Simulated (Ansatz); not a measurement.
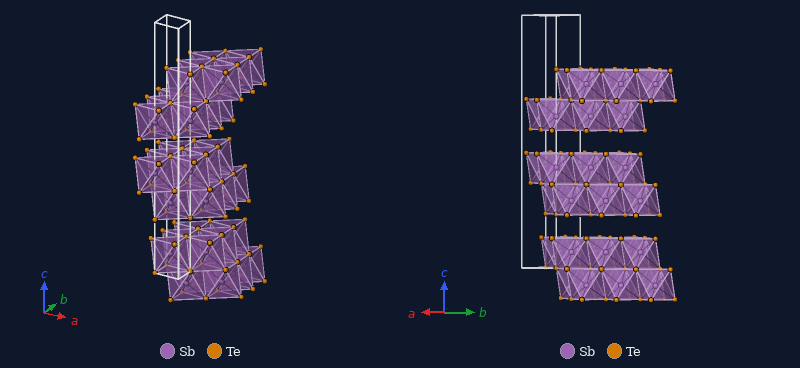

Polyhedra are drawn about Sb (bonds: Sb–Te below 3.6 Å); other atoms are plain spheres. Two views of the same piece.

The compound is Sb2Te3 (space group R-3m, No. 166), taken as a calculation's input that goes back to an entry of the Crystallography Open Database (an earlier step may have relaxed or displaced it).

What figure surrounds each Sb atom, and what does it share with the other drawn polyhedra?

Sb: SbTe6 octahedron, sharing edges with nine neighbours and corners with three neighbours.

How do these polyhedra hang together as a whole?

They form layers of corner- and edge-sharing octahedra parallel to (001).

How far apart are the centres of linked polyhedra?

Centre to centre across a shared edge: 4.26 to 4.69 Å; across a shared corner: 6.34 Å.
